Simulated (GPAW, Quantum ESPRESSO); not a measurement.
Consider BN (P6_3/mmc).

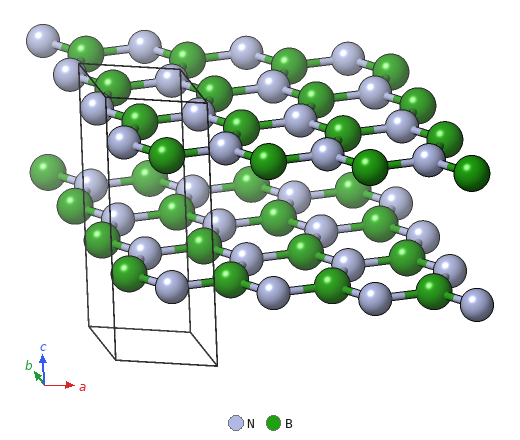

The structure (nitrogen light blue, boron green). 4×4×1 cells are drawn.

```xyz
4
Lattice="2.4982 0.0000 0.0000 -1.2491 2.1635 0.0000 0.0000 0.0000 6.6357" Properties=species:S:1:pos:R:3 pbc="T T T"
N     1.2491    0.7212    1.6589
N     0.0000    1.4424    4.9768
B     1.2491    0.7212    4.9768
B     0.0000    1.4424    1.6589
```

Absorber: atom 3, with 3 N at 1.44 Å (trigonal planar, site symmetry -6m2). Method: Quantum ESPRESSO XSpectra, PBE, full core hole (charged cell), 28-atom cell with 6.6 Å between holes, 4×4×4 k points, dipole transitions, Lorentzian half width 0.3 eV up to 4 eV, rising linearly to 2.5 eV at 25 eV (counted from xe0, 0.8 eV below the zero used here).

The database entry behind the starting cell differs from later determinations by our own check (about 0.3 % short, minor phase), so it need not match the best structure at ambient conditions.

Q: Where do the maxima of the B K edge fall?

Main maxima up to 24 eV above the zero (height): 0.1 eV (3.31), 6.9 eV (2.78), 12.3 eV (1.03) and 22.7 eV (0.80). A K edge sees empty p states; at this planar three-fold site the curve for the electric vector normal to the plane peaks at 0.1 eV, where it is mainly π* that absorbs: that direction carries over 70 % of the weight there. The total-energy difference plus the lowest empty eigenvalue puts the zero at 195.34 eV. One term is added: -5.59 eV, since the hole is spin-paired here and a spin-polarised one costs that much less in the free atom (computed apart). The photon energy is then 189.75 eV. The functional and the charged cell's background leave an error of a few eV in such absolute values.

The B K spectrum (energy from the lowest empty level; intensity scaled to a mean of 1 over the first 20 eV; the points at xe0, where the cut of filled states can leave a spike, are interpolated; polarised curves are means over the symmetry-equivalent atoms):

```tsv
E (eV)	isotropic	ε ⊥ c	ε ∥ c
-2.0	0.10	0.02	0.25
-0.5	0.78	0.03	2.30
1.0	0.90	0.04	2.63
2.5	0.20	0.07	0.48
4.0	0.36	0.19	0.69
5.5	0.88	1.05	0.55
7.0	2.75	3.87	0.50
8.5	1.34	1.66	0.72
10.0	1.00	1.15	0.70
11.5	0.98	1.15	0.66
13.0	0.99	1.16	0.63
14.5	0.88	1.05	0.54
16.0	0.81	0.97	0.48
17.5	0.73	0.86	0.45
19.0	0.65	0.74	0.46
20.5	0.68	0.79	0.47
22.0	0.78	0.94	0.47
23.5	0.77	0.91	0.50
25.0	0.65	0.71	0.53
26.5	0.53	0.52	0.54
28.0	0.46	0.39	0.58
29.5	0.42	0.31	0.64
31.0	0.41	0.27	0.68
```

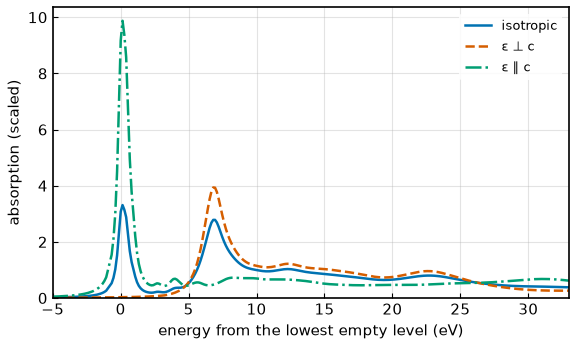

The B K edge.

The structure is a published determination, not relaxed.

[Banner, clock and machine lines of the logs are left out without a mark of their own.]

[Logs are printed without paths, hosts, clocks, repeated set-up lines and the standing remarks that a program may print on its own settings, such as how far it seeks lower states.]

[Hosts, paths, dates, database ids (printed as entryN), source tags and the programs' standing remarks are cut or masked in the printed files.]

[Lists of maxima count a maximum above −3 eV only where it reaches 4 % of the highest in the window and stands out from its surroundings by 2 % of it (1.5 % where it reaches 55 %); shoulders and weaker maxima are passed over, and of the rest the first, up to two pre-edge ones and the few strongest are named.]
